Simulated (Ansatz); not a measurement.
## Run report: MoS2, single-point calculation (part 3 of 3)

MoS2 (R-3m, 6 atoms in the cell); DFT PBE+U, scalar-relativistic, plane waves, PAW, Ueff = 6 eV on Mo atom 1 d; Ueff = 6 eV on Mo atom 4 d, spin-polarised (Ansatz 0.2.0); cutoff 420 eV, 7×7×4 k-mesh, Gaussian smearing of 0.05 eV, collinear spins. The structure derives from an entry of the Crystallography Open Database. It belongs to a series of runs on one base structure; here: antiferromagnetic start, free.

Geometry of the input (Å; fractional positions):
```
1.5855  0.9154  6.1150
-1.5855  0.9154  6.1150
0.0000  -3.6616  12.2300
Mo 0.0000  0.0000  0.0000
S  0.7500  0.7500  0.3750
S  0.2500  0.2500  0.1250
Mo -0.0000  -0.0000  0.5000
S  0.7500  0.7500  0.8750
S  0.2500  0.2500  0.6250
```

Log, continued:
```
SCF iter  50: F=—  HF=-13524.089262 eV  |F-HF|=—  |Δ(HF+E_count)|=   4.08e-2  Δρ=1.72e-3 (↑1.72e-3 ↓1.72e-3)  dr2=4.11e-3  dr2_m=1.47e-3  M=0.000 μB ∫|m|=1.270 μB  β_m=1.00  ethr=4.20e-7  ⟨swp⟩=3.9  Hψ=6059  notcnv=0  defer=115
SCF iter  51: F=—  HF=-13524.104915 eV  |F-HF|=—  |Δ(HF+E_count)|=   1.57e-2  Δρ=4.99e-3 (↑4.99e-3 ↓4.99e-3)  dr2=4.28e-2  dr2_m=1.63e-3  M=0.000 μB ∫|m|=1.844 μB  β_m=0.75  ethr=4.20e-7  ⟨swp⟩=4.8  Hψ=7302  notcnv=0  defer=115  recentre
SCF iter  52: F=—  HF=-13524.125454 eV  |F-HF|=—  |Δ(HF+E_count)|=   2.05e-2  Δρ=1.94e-3 (↑1.94e-3 ↓1.94e-3)  dr2=5.21e-3  dr2_m=2.01e-3  M=0.000 μB ∫|m|=1.417 μB  β_m=0.87  ethr=4.20e-7  ⟨swp⟩=4.6  Hψ=6961  notcnv=0  defer=120
SCF iter  53: F=—  HF=-13524.208680 eV  |F-HF|=—  |Δ(HF+E_count)|=   8.32e-2  Δρ=2.58e-3 (↑2.58e-3 ↓2.58e-3)  dr2=6.99e-3  dr2_m=3.47e-3  M=0.000 μB ∫|m|=1.742 μB  β_m=0.66  ethr=4.20e-7  ⟨swp⟩=3.9  Hψ=5985  notcnv=0  defer=126
SCF iter  54: F=—  HF=-13524.122170 eV  |F-HF|=—  |Δ(HF+E_count)|=   8.65e-2  Δρ=1.86e-3 (↑1.86e-3 ↓1.86e-3)  dr2=2.30e-3  dr2_m=2.82e-3  M=0.000 μB ∫|m|=1.468 μB  β_m=0.64  ethr=4.20e-7  ⟨swp⟩=4.1  Hψ=6241  notcnv=0  defer=129
SCF iter  55: F=—  HF=-13524.228189 eV  |F-HF|=—  |Δ(HF+E_count)|=   1.06e-1  Δρ=2.53e-3 (↑2.53e-3 ↓2.53e-3)  dr2=3.97e-3  dr2_m=4.23e-3  M=0.000 μB ∫|m|=1.828 μB  β_m=0.98  ethr=4.20e-7  ⟨swp⟩=4.0  Hψ=6284  notcnv=0  defer=124
SCF iter  56: F=—  HF=-13524.244826 eV  |F-HF|=—  |Δ(HF+E_count)|=   1.66e-2  Δρ=2.58e-3 (↑2.58e-3 ↓2.58e-3)  dr2=7.37e-3  dr2_m=4.03e-3  M=0.000 μB ∫|m|=1.878 μB  β_m=0.51  ethr=4.20e-7  ⟨swp⟩=2.4  Hψ=3838  notcnv=0  defer=124
SCF iter  57: F=—  HF=-13524.165373 eV  |F-HF|=—  |Δ(HF+E_count)|=   7.95e-2  Δρ=2.38e-3 (↑2.38e-3 ↓2.38e-3)  dr2=1.86e-3  dr2_m=4.84e-3  M=0.000 μB ∫|m|=1.667 μB  β_m=0.66  ethr=4.20e-7  ⟨swp⟩=3.9  Hψ=5725  notcnv=0  defer=124
SCF iter  58: F=—  HF=-13524.282929 eV  |F-HF|=—  |Δ(HF+E_count)|=   1.18e-1  Δρ=2.95e-3 (↑2.95e-3 ↓2.95e-3)  dr2=8.82e-3  dr2_m=6.59e-3  M=0.000 μB ∫|m|=1.994 μB  β_m=1.00  ethr=4.20e-7  ⟨swp⟩=4.0  Hψ=6014  notcnv=0  defer=125
SCF iter  59: F=—  HF=-13524.304728 eV  |F-HF|=—  |Δ(HF+E_count)|=   2.18e-2  Δρ=2.88e-3 (↑2.88e-3 ↓2.88e-3)  dr2=2.67e-3  dr2_m=6.66e-3  M=0.000 μB ∫|m|=2.067 μB  β_m=1.00  ethr=4.20e-7  ⟨swp⟩=3.2  Hψ=5542  notcnv=0  defer=128
SCF iter  60: F=—  HF=-13524.223848 eV  |F-HF|=—  |Δ(HF+E_count)|=   8.09e-2  Δρ=2.91e-3 (↑2.91e-3 ↓2.91e-3)  dr2=2.69e-3  dr2_m=7.44e-3  M=0.000 μB ∫|m|=1.822 μB  β_m=1.00  ethr=4.20e-7  ⟨swp⟩=3.2  Hψ=5421  notcnv=0  defer=127
SCF iter  61: F=—  HF=-13524.201259 eV  |F-HF|=—  |Δ(HF+E_count)|=   2.26e-2  Δρ=2.59e-3 (↑2.59e-3 ↓2.59e-3)  dr2=5.22e-3  dr2_m=5.62e-3  M=0.000 μB ∫|m|=1.724 μB  β_m=1.00  ethr=4.20e-7  ⟨swp⟩=3.1  Hψ=4608  notcnv=0  defer=128
SCF iter  62: F=—  HF=-13524.189059 eV  |F-HF|=—  |Δ(HF+E_count)|=   1.22e-2  Δρ=2.46e-3 (↑2.46e-3 ↓2.46e-3)  dr2=7.26e-3  dr2_m=4.77e-3  M=0.000 μB ∫|m|=1.690 μB  β_m=0.24  ethr=4.20e-7  ⟨swp⟩=3.2  Hψ=4482  notcnv=0  defer=128
SCF iter  63: F=—  HF=-13524.222340 eV  |F-HF|=—  |Δ(HF+E_count)|=   3.33e-2  Δρ=2.49e-3 (↑2.49e-3 ↓2.49e-3)  dr2=2.50e-3  dr2_m=5.09e-3  M=0.000 μB ∫|m|=1.827 μB  β_m=0.76  ethr=4.20e-7  ⟨swp⟩=3.0  Hψ=4628  notcnv=0  defer=130
SCF iter  64: F=—  HF=-13524.304158 eV  |F-HF|=—  |Δ(HF+E_count)|=   8.18e-2  Δρ=2.99e-3 (↑2.99e-3 ↓2.99e-3)  dr2=9.39e-3  dr2_m=6.73e-3  M=0.000 μB ∫|m|=2.058 μB  β_m=0.47  ethr=4.20e-7  ⟨swp⟩=3.6  Hψ=5662  notcnv=0  defer=127
SCF iter  65: F=—  HF=-13524.375861 eV  |F-HF|=—  |Δ(HF+E_count)|=   7.17e-2  Δρ=2.37e-3 (↑2.37e-3 ↓2.37e-3)  dr2=4.13e-3  dr2_m=4.12e-3  M=0.000 μB ∫|m|=2.274 μB  β_m=0.98  ethr=4.20e-7  ⟨swp⟩=3.4  Hψ=5701  notcnv=0  defer=126
SCF iter  66: F=—  HF=-13524.419120 eV  |F-HF|=—  |Δ(HF+E_count)|=   4.33e-2  Δρ=1.70e-3 (↑1.70e-3 ↓1.70e-3)  dr2=1.52e-2  dr2_m=5.20e-4  M=0.000 μB ∫|m|=2.677 μB  β_m=0.97  ethr=4.20e-7  ⟨swp⟩=4.4  Hψ=6908  notcnv=0  defer=120
SCF iter  67: F=—  HF=-13524.424539 eV  |F-HF|=—  |Δ(HF+E_count)|=   5.42e-3  Δρ=8.31e-4 (↑8.31e-4 ↓8.31e-4)  dr2=1.96e-3  dr2_m=3.47e-4  M=0.000 μB ∫|m|=2.596 μB  β_m=0.42  ethr=4.20e-7  ⟨swp⟩=3.1  Hψ=4997  notcnv=0  defer=116
SCF iter  68: F=—  HF=-13524.417344 eV  |F-HF|=—  |Δ(HF+E_count)|=   7.20e-3  Δρ=1.15e-3 (↑1.15e-3 ↓1.15e-3)  dr2=2.77e-3  dr2_m=4.80e-4  M=0.000 μB ∫|m|=2.711 μB  β_m=0.63  ethr=4.20e-7  ⟨swp⟩=3.0  Hψ=5051  notcnv=0  defer=116
SCF iter  69: F=—  HF=-13524.425348 eV  |F-HF|=—  |Δ(HF+E_count)|=   8.00e-3  Δρ=5.64e-4 (↑5.64e-4 ↓5.64e-4)  dr2=4.67e-4  dr2_m=1.30e-4  M=0.000 μB ∫|m|=2.663 μB  β_m=0.79  ethr=4.20e-7  ⟨swp⟩=3.0  Hψ=4255  notcnv=0  defer=116
SCF iter  70: F=—  HF=-13524.427891 eV  |F-HF|=—  |Δ(HF+E_count)|=   2.54e-3  Δρ=1.22e-4 (↑1.22e-4 ↓1.22e-4)  dr2=2.34e-5  dr2_m=9.64e-6  M=0.000 μB ∫|m|=2.614 μB  β_m=0.90  ethr=4.20e-7  ⟨swp⟩=3.0  Hψ=4194  notcnv=0  defer=116
SCF iter  71: F=—  HF=-13524.427161 eV  |F-HF|=—  |Δ(HF+E_count)|=   7.30e-4  Δρ=3.31e-4 (↑3.31e-4 ↓3.31e-4)  dr2=1.34e-4  dr2_m=5.09e-5  M=0.000 μB ∫|m|=2.584 μB  β_m=0.95  ethr=4.51e-8  ⟨swp⟩=3.0  Hψ=4498  notcnv=0  defer=116  recentre
SCF iter  72: F=—  HF=-13524.428365 eV  |F-HF|=—  |Δ(HF+E_count)|=   1.20e-3  Δρ=8.00e-5 (↑8.00e-5 ↓8.00e-5)  dr2=3.60e-6  dr2_m=4.52e-6  M=0.000 μB ∫|m|=2.617 μB  β_m=0.97  ethr=4.51e-8  ⟨swp⟩=3.0  Hψ=4788  notcnv=0  defer=116
SCF iter  73: F=—  HF=-13524.428619 eV  |F-HF|=—  |Δ(HF+E_count)|=   2.54e-4  Δρ=7.06e-5 (↑7.06e-5 ↓7.06e-5)  dr2=2.07e-5  dr2_m=1.35e-6  M=0.000 μB ∫|m|=2.612 μB  β_m=0.99  ethr=6.92e-9  ⟨swp⟩=3.6  Hψ=5216  notcnv=0  defer=116
SCF iter  74: F=—  HF=-13524.428707 eV  |F-HF|=—  |Δ(HF+E_count)|=   8.82e-5  Δρ=3.70e-5 (↑3.70e-5 ↓3.70e-5)  dr2=2.01e-6  dr2_m=6.74e-7  M=0.000 μB ∫|m|=2.607 μB  β_m=0.99  ethr=6.92e-9  ⟨swp⟩=3.4  Hψ=5134  notcnv=0  defer=116
SCF iter  75: F=—  HF=-13524.428714 eV  |F-HF|=—  |Δ(HF+E_count)|=   7.37e-6  Δρ=1.13e-5 (↑1.13e-5 ↓1.13e-5)  dr2=6.61e-7  dr2_m=4.40e-8  M=0.000 μB ∫|m|=2.604 μB  β_m=1.00  ethr=3.86e-9  ⟨swp⟩=2.7  Hψ=3691  notcnv=0  defer=116
iter 76 did not close the SCF: its close was put off for a magnetic moment that had not settled (scf_convergence_deferred on its scf_iter line)
SCF iter  76: F=-13524.428717 eV  HF=-13524.428717 eV  |F-HF|=1.87e-8  |Δ(HF+E_count)|=   2.31e-6  Δρ=3.32e-6 (↑3.32e-6 ↓3.32e-6)  dr2=2.52e-8  dr2_m=6.32e-9  M=0.000 μB ∫|m|=2.603 μB  β_m=1.00  ethr=1.92e-10  ⟨swp⟩=14.3  Hψ=17148  notcnv=0
SCF iter  77: F=-13524.428717 eV  HF=-13524.428717 eV  |F-HF|=3.89e-9  |Δ(HF+E_count)|=   6.40e-8  Δρ=1.05e-6 (↑1.05e-6 ↓1.05e-6)  dr2=1.08e-9  dr2_m=7.44e-10  M=0.000 μB ∫|m|=2.603 μB  ethr=4.85e-11  ⟨swp⟩=6.0  Hψ=12181  notcnv=0
WARN: hamiltonian.hubbard: on 4 of 4 specified blocks the occupation matrix of this SCF's result fails the test of the specified filling. At site 0 ↑ (sites count from 0 in the list of atoms of the cell that this SCF solves) the least filled combination of the orbitals specified full has occupation 0.364, and the fullest combination of the orbitals specified empty has occupation 0.851; the filling counts as kept where the first is at least 0.75 and exceeds the second by more than 0.25. The same holds at site 0 ↓, site 3 ↑, site 3 ↓. The state of this SCF's result may not hold the specified filling, though these bounds can also misjudge a state that does. This warning does not say which state is lower in energy, or whether the specified filling is a self-consistent state at all; see hamiltonian.hubbard.sites[].starting_ns, Limitations, and scf.initial_density.shell_occupations in the input reference
SCF 1 converged in 77 iterations: F = -13524.428717 eV  dr2 = 1.08e-9
  greatest PAW one-centre occupation: 0.998 electrons in one spin orbital (limit 2), on the Mo atom at site 3 (counted from 0), in its partial waves of l = 0
```

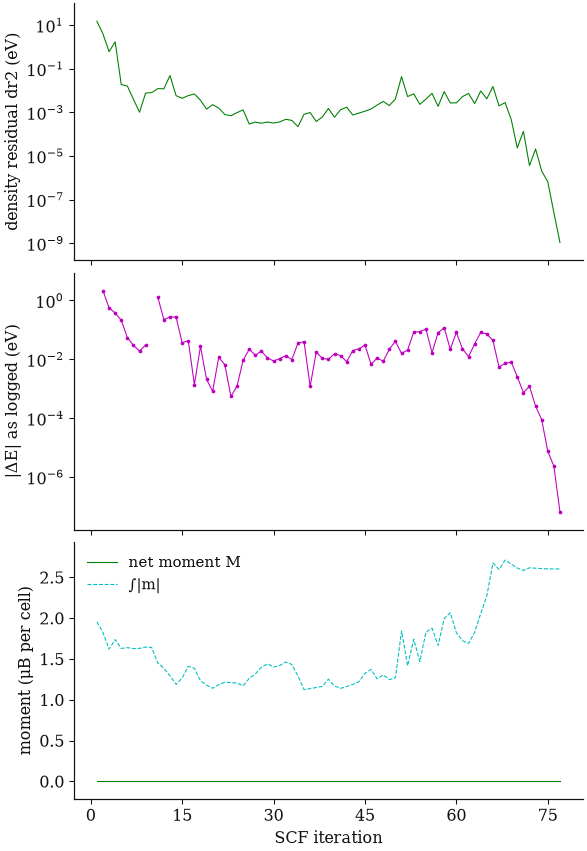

*Convergence of the self-consistent field: density residual dr2, size of the energy change and magnetic moment against the SCF iteration.*

The residual falls unevenly and jumps up by a factor of two or more 13 times on the way down. The net moment stays at 0.0 μB per cell.

```
SCF converged after 77 iterations
Magnetization: 0.0000 μB (26.0000 up, 26.0000 down)
Absolute magnetization: 2.6873 μB (∫|ρ↑−ρ↓|, with the PAW one-centre terms)
Spin contamination: 1.6696 ħ² per cell (⟨S²⟩ above its minimum at these occupations)
Per-site moments (μB) at R_I (Å): [(0.5443290326528089, 0.9838642515954285), (-0.08745897642816598, 0.9838642515954288), (0.08745897642816597, 0.9838642515954285), (-0.5443290326528089, 0.9838642515954285), (0.08745897642816594, 0.9838642515954285), (-0.08745897642816595, 0.9838642515954285)]
Free energy (F): -13524.428717 eV
Harris-Foulkes:  -13524.428717 eV  (|F-HF|=3.89e-9)
Internal energy: -13524.425560 eV  (E = F + TS)
E sigma→0 (E₀):  -13524.427138 eV
Entropy (-TS):   -0.003157 eV (-0.526 meV/atom)
Fermi energy:    10.880753 eV
--- Per-component energies (eV) ---
  E_band       = -312.036843
  E_kinetic    = 1322.559333
  E_local      = -3963.003116  (includes V_loc(G=0)·N_el)
  E_nonlocal   = 402.068269
  E_hartree    = 1526.834234
  E_xc         = -759.471180
  E_vxc        = -813.109425  (∫ρ·V_xc dr)
  E_hubbard    = -2.765400  (on-site DFT+U / exact-exchange correction)
  E_vhub       = -5.530868  (the Hubbard potential's part of the band-sum identity)
  E_paw        = -8804.767665  (= ΣΔE_a)
  E_vpaw       = -308.689244  (= ΣTr[D̂ρ^β])
  E_aug_tail   = 0.000083  (compensation charges beyond the density's cutoff)
  E_ewald      = -3245.880119
  E_smearing   = -0.003157  (= −TS)
  E_closure    = 0.000000  (closes the sum)
  Σ components = -13524.428717   (vs F -13524.428717, Δ=0.00e0)
DFT+U double counting: amf (around mean field; hamiltonian.hubbard.double_counting)
--- Specified on-site occupations, and those of the state reported ---
  electrons in the specified blocks: 4.2000 specified, 10.1203 found
  site 0 (l=d) ↑: largest change of an orbital's occupation 0.8370; electrons 2.0000 specified, 2.8849 found; spectral distance 0.6469
  site 3 (l=d) ↓: largest change of an orbital's occupation 0.8370; electrons 2.0000 specified, 2.8849 found; spectral distance 0.6469
  site 3 (l=d) ↑: largest change of an orbital's occupation 0.6380; electrons 0.1000 specified, 2.1753 found; spectral distance 0.9915
  site 0 (l=d) ↓: largest change of an orbital's occupation 0.6380; electrons 0.1000 specified, 2.1753 found; spectral distance 0.9915
--- Forces (eV/Å), atoms counted from 1 ---
  atom   1  Mo     0.00000000     0.00000000     0.00000000
  atom   2  S      0.00000000    -0.08255347     1.38372264
  atom   3  S      0.00000000     0.08255347    -1.38372264
  atom   4  Mo     0.00000000     0.00000000     0.00000000
  atom   5  S      0.00000000    -0.08255347     1.38372264
  atom   6  S      0.00000000     0.08255347    -1.38372264
  max |Σ_I F_I| component: 2.22e-16 eV/Å
--- Stress (GPa, compression-positive) ---
       15.419365       0.000000       0.000000
        0.000000      18.704002      -0.797650
        0.000000      -0.797657      15.266230
  P = ⅓ Tr σ = 16.4632 GPa (164.632 kbar)
--- Band table (eV; the first three rows and the last of 120) ---
  k-point 0 ↑: bands = ["-50.7191", "-50.2744", "-25.1288", "-24.7764", "-24.7743", "-24.6100", "-24.3884", "-24.0249", "-3.9568", "-2.3001", "-2.2649", "-1.3483", "3.6136", "4.4146", "5.7873", "5.9448", "6.3675", "7.2705", "7.3644", "8.3750", "8.3846", "8.9090", "9.4234", "9.4788", "9.6164", "10.9837", "11.0270", "11.4446", "13.0327", "13.6796", "14.5012", "14.7362", "14.9171", "15.6087"]
  k-point 1 ↑: bands = ["-50.7196", "-50.2740", "-25.0966", "-24.7734", "-24.7715", "-24.6418", "-24.3916", "-24.0321", "-3.7021", "-2.4182", "-2.2565", "-1.7211", "4.0332", "4.9901", "5.3986", "6.3936", "6.5896", "6.8520", "7.3650", "8.2286", "8.2553", "8.3019", "9.3664", "9.6727", "9.8237", "9.9254", "11.1537", "11.9119", "13.1164", "13.2498", "14.1736", "14.3980", "14.7966", "15.2292"]
  k-point 2 ↑: bands = ["-50.7200", "-50.2736", "-25.0591", "-24.7686", "-24.7677", "-24.6817", "-24.3948", "-24.0390", "-3.0697", "-2.9993", "-2.2351", "-1.9894", "4.7175", "4.8995", "6.1750", "6.2749", "6.6156", "7.0080", "7.0654", "7.4340", "7.6762", "9.1305", "9.2360", "9.2385", "9.5950", "9.6864", "11.2808", "12.1321", "12.7306", "13.2351", "14.1479", "14.3167", "14.6249", "14.6711"]
  k-point 59 ↓: bands = ["-50.7170", "-50.2703", "-25.0592", "-24.8356", "-24.7596", "-24.6582", "-24.4437", "-24.0315", "-2.6502", "-2.6038", "-2.4010", "-2.2320", "5.0477", "5.2294", "5.9329", "6.0685", "6.4424", "6.5865", "6.8188", "7.3743", "7.9616", "8.1509", "9.1006", "9.2496", "9.2527", "10.7039", "10.7833", "12.1592", "13.1714", "13.3459", "13.8813", "14.0402", "14.6139", "14.9237"]
Occupation matrices written to [file]
--- Löwdin populations: 6 sites ---
  site symbol       q [e]    m [muB]
     0     Mo     13.5663     0.7154
     1      S      6.1206    -0.1372
     2      S      6.1206     0.1372
     3     Mo     13.5663    -0.7154
     4      S      6.1206     0.1372
     5      S      6.1206    -0.1372
  spilling = 0.007406 (of n_electrons = 52.000000)
--- Occupation matrices: 2 shells (run DFT+U table (all-electron-ortho-atomic); ε = 4.52e-3) ---
  Mo0 d_4D: site group D3d (-3m); on the run's cell C2h (2/m)
  Mo0 d_4D up     Tr n = 2.8849  λ = 0.237 0.441 0.443 0.869 0.895  [x2-y2 0.72 Eg(0.96)/Ag(1.00) | 2× yz 0.37 Eg(1.00)/Ag(0.50) | z2 0.96 A1g(0.96)/Ag(1.00) | xy 0.73 Eg(1.00)/Bg(1.00)]
  Mo0 d_4D dn     Tr n = 2.1753  λ = 0.257 0.259 0.478 0.522 0.658  [2× xy 0.42 Eg(0.58)/Ag(0.50) | x2-y2 0.55 Eg(0.96)/Ag(1.00) | xz 0.85 Eg(1.00)/Bg(1.00) | yz 0.56 Eg(0.88)/Ag(1.00)]
  specified occupation → Mo0 d_4D up: matrix, ‖Δ‖_F = 1.1748, Tr Δ = -0.8849, displaced = 1.1421, d_λ = 0.6469; orbital distance = 1.3886
  specified occupation → Mo0 d_4D dn: matrix, ‖Δ‖_F = 0.9915, Tr Δ = -2.0753, displaced = 1.0376, d_λ = 0.9915; orbital distance = 0.0000
  Mo3 d_4D: site group D3d (-3m); on the run's cell C2h (2/m)
  Mo3 d_4D up     Tr n = 2.1753  λ = 0.257 0.259 0.478 0.522 0.658  [2× xy 0.42 Eg(0.58)/Ag(0.50) | x2-y2 0.55 Eg(0.96)/Ag(1.00) | xz 0.85 Eg(1.00)/Bg(1.00) | yz 0.56 Eg(0.88)/Ag(1.00)]
  Mo3 d_4D dn     Tr n = 2.8849  λ = 0.237 0.441 0.443 0.869 0.895  [x2-y2 0.72 Eg(0.96)/Ag(1.00) | 2× yz 0.37 Eg(1.00)/Ag(0.50) | z2 0.96 A1g(0.96)/Ag(1.00) | xy 0.73 Eg(1.00)/Bg(1.00)]
  specified occupation → Mo3 d_4D up: matrix, ‖Δ‖_F = 0.9915, Tr Δ = -2.0753, displaced = 1.0376, d_λ = 0.9915; orbital distance = 0.0000
  specified occupation → Mo3 d_4D dn: matrix, ‖Δ‖_F = 1.1748, Tr Δ = -0.8849, displaced = 1.1421, d_λ = 0.6469; orbital distance = 1.3886
  Tr n, λ and their labels are of the run-group-symmetrised matrices; stabiliser: 8 of 16 elements of G0×{1,Θ} (closed), max defect 9.4e-16 at τ = 9.6e-4
```

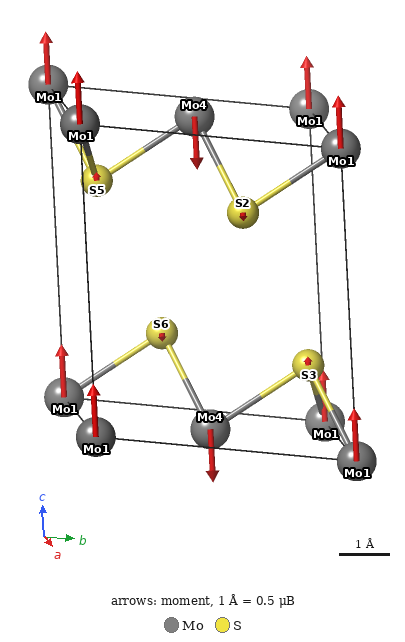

*Magnetic moments of the sites as red arrows (ball-and-stick view of the reduced cell, seen slightly off an axis; atoms are numbered from 1 in the order of the input); small moments hardly show. The run is collinear, so the axis drawn is arbitrary.*

Site moments: Mo1 (0.54 μB); Mo4 (−0.54 μB); S2 (−0.09 μB); S3 (0.09 μB); S6 (−0.09 μB); S5 (0.09 μB). They are counted near the atoms and needn't add up to the moment of the cell.

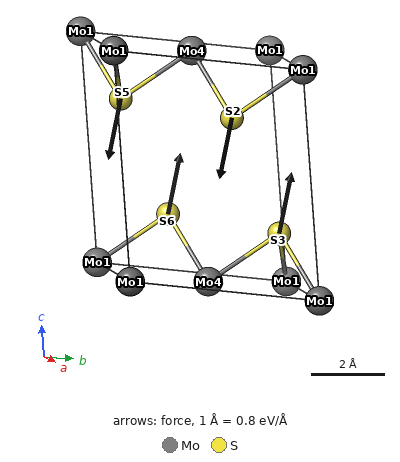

*Forces on the atoms as black arrows (ball-and-stick view of the reduced cell, seen slightly off an axis; atoms are numbered from 1 in the order of the input).*

The largest act on all 4 S atoms (1.39 eV/Å). The geometry is not a stationary point of this energy.

Summary:

| quantity | value |
| --- | --- |
| outcome | converged |
| space group (tolerance 0.01 Å) | R-3m (166) |
| electrons treated | 52 |
| free energy | −13524.4287 eV |
| Fermi energy | 10.881 eV |
| gap on the k-point mesh | none (metallic) |
| net moment of the cell | 0.00 μB |
| integrated absolute moment | 2.69 μB |
| pressure | 16.46 GPa |
| largest force (length of the vector) | 1.386 eV/Å |
| wall time | 32 s (CPU time 2.1 min) |
| peak memory | 0.72 GiB |

Notes:

The program warns: the typed occupations were not kept. The cell is under a pressure of 16.5 GPa at this level, so it is not at its equilibrium volume.
